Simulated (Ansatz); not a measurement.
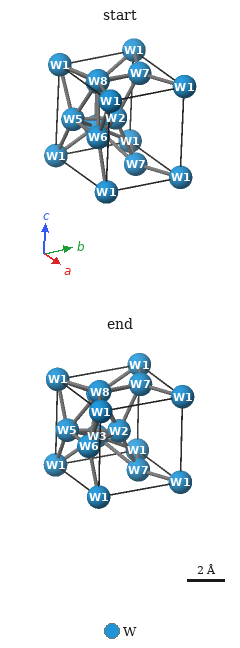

The structure of crystalline W (set up in P1) before (top) and after (bottom) a relaxation, at one scale.

A ball-and-stick model of the cell of the calculation, seen from a free direction.

Case: all atoms moved at random, sigma 0.15 Å for each component, cell strained at random, sigma 0.1; relaxed back.

All numbers below come from Ansatz, DFT PBEsol, scalar-relativistic, plane waves, PAW. Set-up: plane-wave cutoff 420 eV; k-point mesh 8 × 8 × 8; occupations gaussian; smearing width 0.15 eV; no spin polarisation; cell and atoms relaxed; force threshold 0.01 eV/Å; at most 80 steps.

What changed between the two?

Answer. The run was cut off at its time limit before the program reported convergence, but its last step already meets the force threshold: the largest component is 0.0012 eV/Å against 0.01 eV/Å. The pressure is within 0.02 GPa of its target. A W atom moves most relative to the cell: 0.32 Å roughly along [2 2 1]. Cell: a 5.735 → 5.033 Å (−12.2 %), b 4.513 → 5.031 Å (+11.5 %), c 5.326 → 5.032 Å (−5.5 %), α 87.4° → 90.0°, γ 88.1° → 90.0°. Volume −7.4 %. Near-neighbour distances that change, for instance: W–W 3.900 → 3.082 Å, W–W 3.619 → 2.813 Å, W–W 3.735 → 3.082 Å, W–W 3.400 → 2.813 Å. New bonds form: W–W (3.90 → 3.08 Å). The space group (tolerance 0.01 Å) goes from P1 (No. 1) to Pm-3n (No. 223). The energy falls by 774 meV per atom in 5 geometry steps. The largest force component goes from 4.3 to 0.0012 eV/Å. The pressure goes from −2.79 to −0.02 GPa. Cost: 12 min on 2 threads of Arm Neoverse V2, with other jobs on the host, peak memory 1.7 GiB.
